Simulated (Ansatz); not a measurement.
# Geometry relaxation of HfN (part 2 of 2)

The same run, continued: HfN (2 atoms in the cell); DFT PBEsol, scalar-relativistic, plane waves, PAW, no spin polarisation (Ansatz 0.2.0); cutoff 420 eV, 16×16×16 k-mesh, Fermi–Dirac smearing of 0.15 eV. The structure derives from an entry of the Crystallography Open Database. It belongs to a series of runs on one base structure; here: relaxed at 7 GPa.

Geometry of the input (Å; fractional positions):
```
0.0000  2.2512  2.2512
2.2512  0.0000  2.2512
2.2512  2.2512  0.0000
Hf 0.0000  0.0000  0.0000
N  0.5000  0.5000  0.5000
```

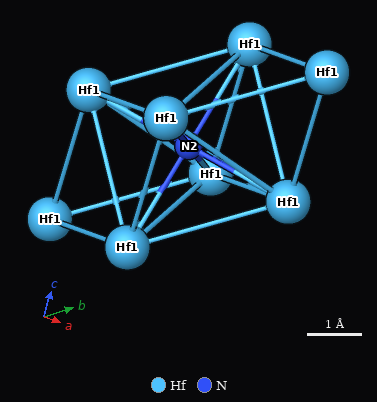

Figure 1. The geometry at step 3 of the log (ball-and-stick view of the cell of the calculation, seen slightly off an axis; atoms are numbered from 1 in the order of the input).

## The program's output, continued
```
relax step   6: F+E_penalty+E_count = -15980.25977193 eV  Δ(F+E_penalty+E_count) = +2.666e-4 eV  max|allowed force component| = 1.473e-29 eV/Å  Δτ_max = 0.0000 Å  P = +7.000 GPa  Ω = 22.287 Å³  energy of the carried Pulay correction = +2.306e-5 eV  (2 SCF iters, dr2 threshold 2.23e-8 eV, accepted)
iter 1 solved again at ethr=8.31e-9 eV; its pass at ethr=3.10e-3 eV (dr2=2.58e-6 eV) is discarded
SCF iter   1: F=—  HF=-15980.259746 eV  |F-HF|=—  |Δ(HF+E_count)|=         —  Δρ=9.73e-6  dr2=1.99e-8  ethr=8.31e-9  ⟨swp⟩=3.6  Hψ=21372  notcnv=0
SCF iter   2: F=—  HF=-15980.259745 eV  |F-HF|=—  |Δ(HF+E_count)|=   1.43e-6  Δρ=5.91e-6  dr2=6.57e-9  ethr=6.42e-11  ⟨swp⟩=2.1  Hψ=4815  notcnv=0
SCF iter   3: F=—  HF=-15980.259745 eV  |F-HF|=—  |Δ(HF+E_count)|=  9.04e-10  Δρ=3.41e-6  dr2=2.55e-9  ethr=2.12e-11  ⟨swp⟩=2.0  Hψ=4859  notcnv=0
SCF iter   4: F=—  HF=-15980.259745 eV  |F-HF|=—  |Δ(HF+E_count)|=   1.01e-9  Δρ=1.11e-6  dr2=2.97e-10  ethr=8.24e-12  ⟨swp⟩=2.1  Hψ=4891  notcnv=0
SCF iter   5: F=—  HF=-15980.259745 eV  |F-HF|=—  |Δ(HF+E_count)|=  1.73e-10  Δρ=3.25e-7  dr2=2.46e-11  ethr=1.00e-12  ⟨swp⟩=2.0  Hψ=4438  notcnv=0
SCF iter   6: F=—  HF=-15980.259745 eV  |F-HF|=—  |Δ(HF+E_count)|=  4.00e-11  Δρ=1.46e-7  dr2=4.48e-12  ethr=1.00e-12  ⟨swp⟩=2.0  Hψ=3045  notcnv=0
SCF iter   7: F=-15980.259745 eV  HF=-15980.259745 eV  |F-HF|=0.00e0  |Δ(HF+E_count)|=  3.64e-12  Δρ=2.87e-8  dr2=1.14e-13  ethr=1.00e-12  ⟨swp⟩=5.4  Hψ=12884  notcnv=0
SCF 7 converged in 7 iterations: F = -15980.259745 eV  dr2 = 1.14e-13
relax step   7: F+E_penalty+E_count = -15980.25974470 eV  Δ(F+E_penalty+E_count) = +2.723e-5 eV  max|allowed force component| = 5.358e-30 eV/Å  Δτ_max = 0.0000 Å  P = +6.999 GPa  Ω = 22.287 Å³  stress off target by 6.95e-4 GPa  SCF on the basis re-selected at this cell (its energy is not comparable with the rows above)  (7 SCF iters)
```

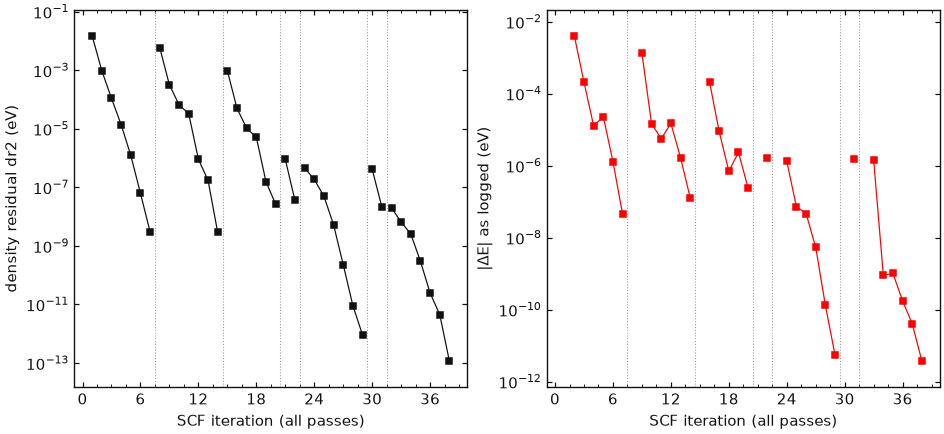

Figure 2. Convergence of the self-consistent field: density residual dr2 and size of the energy change against the SCF iteration. The dotted lines part the SCF passes of the relaxation: geometry steps, rejected trials and re-solves on a re-selected basis. The 7 passes take 2 to 7 iterations each, 38 in all.

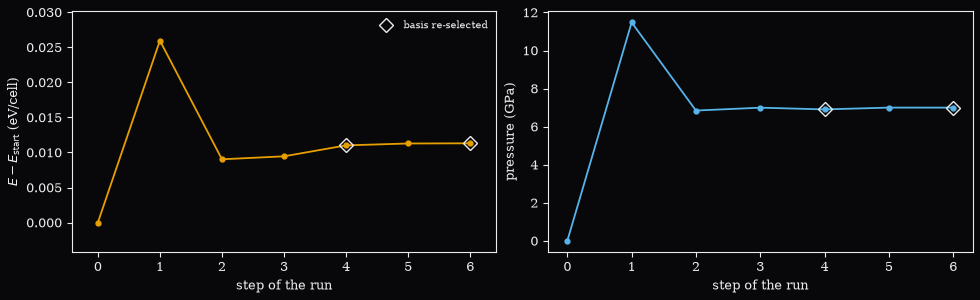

Figure 3. Progress of the relaxation, step by step (the first geometry is step 0 here and step 1 in the log).

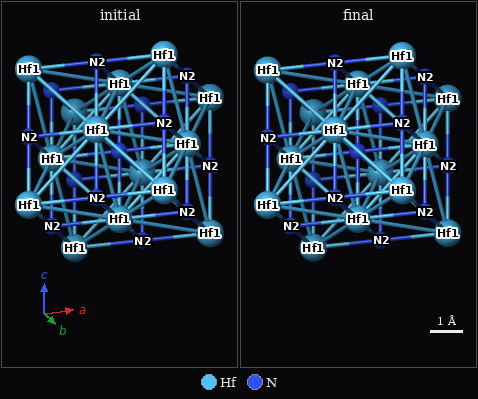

Figure 4. Before (left) and after (right) the relaxation, at one scale (ball-and-stick view of the cell 4 times as large as that of the calculation, set on its symmetry axes, seen at an oblique angle). After 4 geometry steps the energy has risen by 11.3 meV per cell of the calculation. With the target pressure of 7 GPa, the enthalpy E + pV changes by −11.9 meV per cell of the calculation. All forces vanish by symmetry, so only the cell relaxes. Pressure: 0.00 GPa at the start and 7.00 GPa at the end. The basis was re-selected once at an unchanged geometry, which shifts the energy a little without any move. The atoms keep their places relative to the cell (all moves are under 0.005 Å). The volume changes by −2.3 %, with a = b = c 4.502 → 4.467 Å (−0.8 %). Among the contacts that change: Hf1–Hf1 3.184 → 3.159 Å, Hf1–N2 2.251 → 2.234 Å. The space group stays Fm-3m (No. 225). The energy change given includes the shifts at the re-selections in mid-walk, which come without any move. A last SCF at the same geometry on a re-selected plane-wave basis shifts the energy by +0.0 meV per cell of the calculation. (Atoms are counted from 1 in the order of the input.)

```
basis re-selected at this cell: Δ(F+E_penalty+E_count) = +2.723e-5 eV, ΔP = -0.000 GPa vs the last step (what re-selecting the basis moved, of the pressure what is left beyond the Pulay correction that the steps carried, after the strain that the cell walked since its last selection, with what the two solves' SCF thresholds leave and, on support functions, any second-order correction that the steps lacked; it is no measure of the basis error at this ecutwfc). This SCF's stress stands 6.95e-4 GPa from its target on what of the cell is left free (relax.cell.stress_tol is 2.00e-2 GPa) and its largest allowed force component is 5.36e-30 eV/Å (relax.f_tol is 1.00e-3 eV/Å): within both
SCF converged after 7 iterations
Free energy (F): -15980.259745 eV
Harris-Foulkes:  -15980.259745 eV  (|F-HF|=0.00e0)
Internal energy: -15980.217932 eV  (E = F + TS)
E sigma→0 (E₀):  -15980.238838 eV
Entropy (-TS):   -0.041813 eV (-20.907 meV/atom)
Fermi energy:    24.542701 eV
--- Per-component energies (eV) ---
  E_band       = 205.574757
  E_kinetic    = 559.361368
  E_local      = -4628.115200  (includes V_loc(G=0)·N_el)
  E_nonlocal   = -1192.282028
  E_hartree    = 2206.057526
  E_xc         = -359.675279
  E_vxc        = -345.392049  (∫ρ·V_xc dr)
  E_paw        = -6930.190557  (= ΣΔE_a)
  E_vpaw       = 1399.887528  (= ΣTr[D̂ρ^β])
  E_aug_tail   = 0.000094  (compensation charges beyond the density's cutoff)
  E_ewald      = -5636.653046
  E_core_change = 1.279190  (= ΣΔE_core)
  E_smearing   = -0.041813  (= −TS)
  E_closure    = -0.000000  (closes the sum)
  Σ components = -15980.259745   (vs F -15980.259745, Δ=0.00e0)
--- Forces (eV/Å), atoms counted from 1 ---
  atom   1  Hf    -0.00000000     0.00000000    -0.00000000
  atom   2  N      0.00000000    -0.00000000    -0.00000000
  max |Σ_I F_I| component: 8.55e-30 eV/Å
--- Stress (GPa, compression-positive) ---
        6.999305      -0.000000      -0.000000
       -0.000000       6.999305      -0.000000
       -0.000000      -0.000000       6.999305
  P = ⅓ Tr σ = 6.9993 GPa (69.993 kbar)
--- Band table (eV; the first three rows and the last of 145) ---
  k-point 0: bands = ["-38.0224", "-6.4129", "-6.4129", "-6.4129", "6.8842", "12.0352", "12.0352", "12.0352", "12.0763", "12.1885", "12.1885", "12.1885", "21.6147", "21.6147", "21.6147", "24.1214", "24.1214", "24.1214", "26.5403", "26.5403"]
  k-point 1: bands = ["-38.0196", "-6.4596", "-6.4166", "-6.4166", "6.9809", "12.0358", "12.0389", "12.0389", "12.0785", "12.1853", "12.1853", "12.1886", "21.1875", "21.3516", "21.3516", "24.2568", "24.2668", "24.2668", "26.8678", "26.8678"]
  k-point 2: bands = ["-38.0118", "-6.5902", "-6.4271", "-6.4271", "7.2577", "12.0388", "12.0498", "12.0498", "12.0850", "12.1763", "12.1763", "12.1890", "20.2438", "20.7527", "20.7527", "24.4876", "24.6431", "24.6431", "27.6656", "27.7115"]
  k-point 144: bands = ["-37.9255", "-7.0476", "-7.0476", "-6.8101", "8.6315", "12.0931", "12.1095", "12.1095", "12.1357", "12.1357", "12.1647", "12.2065", "18.2739", "19.0100", "19.0100", "25.7142", "25.7142", "30.3418", "30.4169", "30.9819"]
--- Relaxed structure (5 steps of the walk, 5 accepted, 2 SCFs on fresh bases) ---
  F+E_penalty+E_count = -15980.25974470 eV   max|allowed force component| = 5.358e-30 eV/Å   (the final SCF, on the basis selected at the relaxed cell)
  cell:  # Å, volume = 22.2868 Å³
    - [2.3940287035807877e-33, 2.2336017206549545, 2.2336017206549545]
    - [2.2336017206549545, -6.1741578304852e-34, 2.2336017206549545]
    - [2.2336017206549545, 2.2336017206549545, -1.178702858547175e-33]
  atoms:
    - { symbol: Hf, position: [7.797772541652305e-36, -1.1808055563068113e-35, -9.134533548792189e-36] }
    - { symbol: N, position: [0.5, 0.5, 0.5] }
```

## Trajectory as extended XYZ (Å, eV, eV/Å), 7 frames, from step=1 to step=7
```
2
Lattice="0.0000 2.2512 2.2512 2.2512 0.0000 2.2512 2.2512 2.2512 0.0000" Properties=species:S:1:pos:R:3:forces:R:3 step=1 energy=-15980.27106 pressure_GPa=0.00
Hf    0.0000    0.0000    0.0000    0.0000   0.0000   0.0000
N     2.2512    2.2512    2.2512    0.0000   0.0000   0.0000
2
Lattice="0.0000 2.2236 2.2236 2.2236 0.0000 2.2236 2.2236 2.2236 0.0000" Properties=species:S:1:pos:R:3:forces:R:3 step=2 energy=-15980.24510 pressure_GPa=11.48
Hf    0.0000    0.0000    0.0000    0.0000   0.0000   0.0000
N     2.2236    2.2236    2.2236    0.0000   0.0000   0.0000
2
Lattice="0.0000 2.2342 2.2342 2.2342 0.0000 2.2342 2.2342 2.2342 0.0000" Properties=species:S:1:pos:R:3:forces:R:3 step=3 energy=-15980.26203 pressure_GPa=6.85
Hf    0.0000    0.0000    0.0000    0.0000   0.0000   0.0000
N     2.2342    2.2342    2.2342    0.0000   0.0000   0.0000
2
Lattice="0.0000 2.2338 2.2338 2.2338 0.0000 2.2338 2.2338 2.2338 0.0000" Properties=species:S:1:pos:R:3:forces:R:3 step=4 energy=-15980.26160 pressure_GPa=7.00
Hf    0.0000    0.0000    0.0000    0.0000   0.0000   0.0000
N     2.2338    2.2338    2.2338    0.0000   0.0000   0.0000
2
Lattice="0.0000 2.2338 2.2338 2.2338 0.0000 2.2338 2.2338 2.2338 0.0000" Properties=species:S:1:pos:R:3:forces:R:3 step=5 energy=-15980.26004 pressure_GPa=6.91
Hf    0.0000    0.0000    0.0000    0.0000   0.0000   0.0000
N     2.2338    2.2338    2.2338    0.0000   0.0000   0.0000
2
Lattice="0.0000 2.2336 2.2336 2.2336 0.0000 2.2336 2.2336 2.2336 0.0000" Properties=species:S:1:pos:R:3:forces:R:3 step=6 energy=-15980.25977 pressure_GPa=7.00
Hf    0.0000    0.0000    0.0000    0.0000   0.0000   0.0000
N     2.2336    2.2336    2.2336    0.0000   0.0000   0.0000
2
Lattice="0.0000 2.2336 2.2336 2.2336 0.0000 2.2336 2.2336 2.2336 0.0000" Properties=species:S:1:pos:R:3:forces:R:3 step=7 energy=-15980.25974 pressure_GPa=7.00
Hf    0.0000    0.0000    0.0000    0.0000   0.0000   0.0000
N     2.2336    2.2336    2.2336    0.0000   0.0000   0.0000
```

## Results in brief

| quantity | value |
| --- | --- |
| outcome | converged |
| space group (tolerance 0.01 Å) | Fm-3m (225) |
| electrons treated | 31 |
| free energy | −15980.2597 eV |
| Fermi energy | 24.543 eV |
| gap on the k-point mesh | none (metallic) |
| pressure | 7.00 GPa |
| final volume | 22.29 Å³ |
| largest force (length of the vector) at the end | under 0.001 eV/Å |
| final cell | a = 3.159 Å, b = 3.159 Å, c = 3.159 Å, α = 60.00°, β = 60.00°, γ = 60.00° |
| wall time | 9.2 s |
| peak memory | 0.44 GiB |

## Remarks

Results for this metal are sensitive to the k-point mesh. Spin–orbit coupling is left out, which matters for Hf. The cell holds an odd number of electrons but the run has no spin polarisation, so it comes out as a metal. The cell was relaxed to the target pressure of the input; what is minimised is then the enthalpy E + pV.
